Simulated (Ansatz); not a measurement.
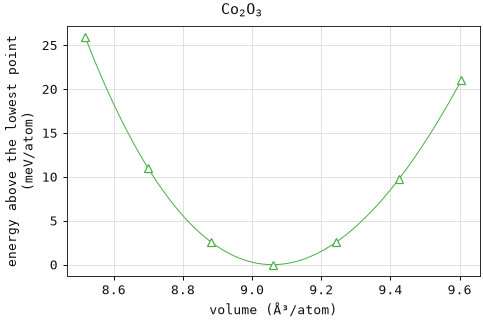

The plot gives the computed energy above the lowest point against volume for Co₂O₃, space group Pn-3m (No. 224) (one of a set of cubic test structures, which need not be the stable phase).

How it was computed, with Ansatz 0.2.0 development build: equation of state of a cubic crystal from periodic Kohn-Sham density functional theory without spin, third-order Birch-Murnaghan fit to the free energies; pressure corrected for the finite basis. Level: PBE.

- structure type: cubic X2O3
- atoms in cell: 10
- space group number: 224
- lattice centring: simple cubic
- k mesh: 12×12×12
- occupation method: Fermi–Dirac
- occupation width: 0.06123 eV
- wave cutoff: 700 eV
- datasets: hard PAW
- density tolerance: 1e−09 eV
- bands: 62
- density cutoff ratio: 4
- search for lower states: default

What equilibrium volume and bulk modulus follow from the curve?

Answer. A third-order Birch–Murnaghan fit gives V0 = 9.06 Å³/atom, B0 = 228 GPa and B′ = 4.6.

Limits of the calculation: cubic model structure, not the ambient form; modest k-mesh, values are not fully converged in k; no spin polarisation, a magnetic state may lie lower.
